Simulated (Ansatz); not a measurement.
## Electronic structure of InAgTe₂ in real space

Input file:

```
crystal:
  lattice:
    - [-3.2877740844, 3.2877740844, 6.5002275379]
    - [3.2877740844, -3.2877740844, 6.5002275379]
    - [3.2877740844, 3.2877740844, -6.5002275379]
  atoms:
    - { symbol: In, position: [0.5, 0.5, 0.0] }
    - { symbol: In, position: [0.25, 0.75, 0.5] }
    - { symbol: Ag, position: [0.0, 0.0, 0.0] }
    - { symbol: Ag, position: [0.75, 0.25, 0.5] }
    - { symbol: Te, position: [0.375, 0.369483621, 0.494483621] }
    - { symbol: Te, position: [0.630516379, 0.125, 1.005516379] }
    - { symbol: Te, position: [0.875, 0.880516379, 0.505516379] }
    - { symbol: Te, position: [0.119483621, 0.625, -0.005516379] }
basis:
  ecutwfc: 420
kpoints:
  mp_grid: { grid: [8, 8, 8] }
hamiltonian:
  xc: pbe
scf:
  occupations: { method: gaussian, width: 0.1 }
output:
  forces: true
  stress: true
  eigenvalues: true
  write_density: true
  write_potential: true
  elf: true
  volumetric_format: npy
relax:
  adjacent_minimum: "off"
  f_tol: 0.005
  max_steps: 80
  cell: { stress_tol: 0.05 }
```

Command:

```sh
ansatz run input.yaml --threads 4 --pin off --max-ram 10240MiB --backend cpu --events-out ev --progress --plain --runs-dir out
```

Below, planes, directions and counts refer to the conventional cell (a = 6.57 Å, b = 6.57 Å, c = 13.00 Å, α = 90.00°, β = 90.00°, γ = 90.00°).

The fields are those of the relaxed geometry.

Space group I-42d.

Level of theory: Ansatz 0.2.0, DFT PBE, scalar-relativistic, plane waves, PAW.

The density is the valence pseudo-density of a PAW calculation; it isn't the true density close to the nuclei.

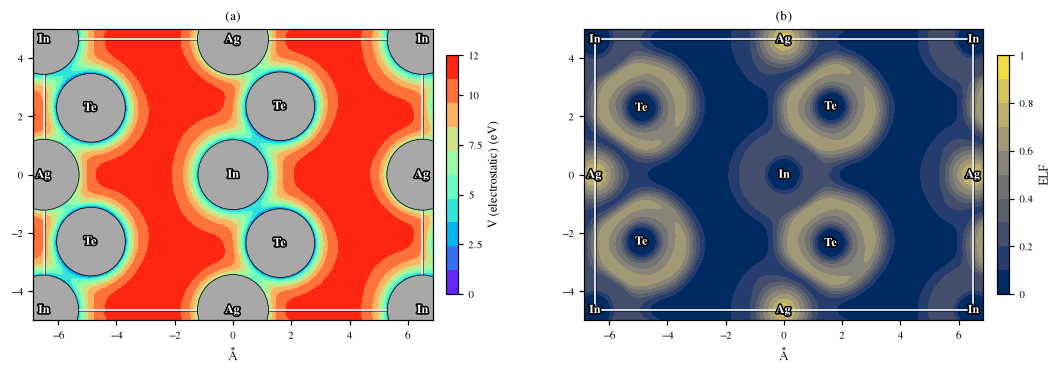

Figure 1. (a) electrostatic potential (local pseudopotential plus Hartree) felt by an electron; (b) ELF on the (11̄0) plane of the conventional cell. Grey discs cover the atomic cores in the potential map.

Q: What does the map show?

A:
- Atoms in the plane: In, Ag and Te.
- Ag–Te (2.81 Å): the ELF is about 0.40 at the midpoint and 0.15 at its lowest between the atoms.
- In–Te (2.86 Å): the ELF peaks at about 0.70 in the valence shell of Te, 1.3 Å from its nucleus, and is about 0.60 at the midpoint.
- The features right at Ag lie inside the PAW spheres, where the map follows smoothed inner orbitals and isn't to be read closely.
- Outside the cores the potential energy rises away from the atoms and is highest about 2.7 Å from the nearest atoms; its zero is arbitrary.

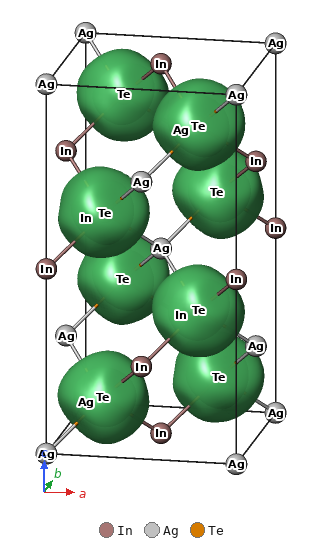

Figure 2. Isosurface of the electron localisation function at 0.55 (green), seen slightly off an axis. Only the valence region is drawn (cores and ρ < 0.01 e/Å³ removed). Sticks mark near contacts.

Q: Identify the bonds, lone pairs and shells in this picture.

A: The ELF exceeds this value in eight regions on Te in which the atom's valence shell and bonds are merged, counted in one cell of 16 atoms. Regions shared between cells count once.

Q: Does the calculation make it a metal, or give it a gap?

A: It is gapless in this calculation (a metal or semimetal).
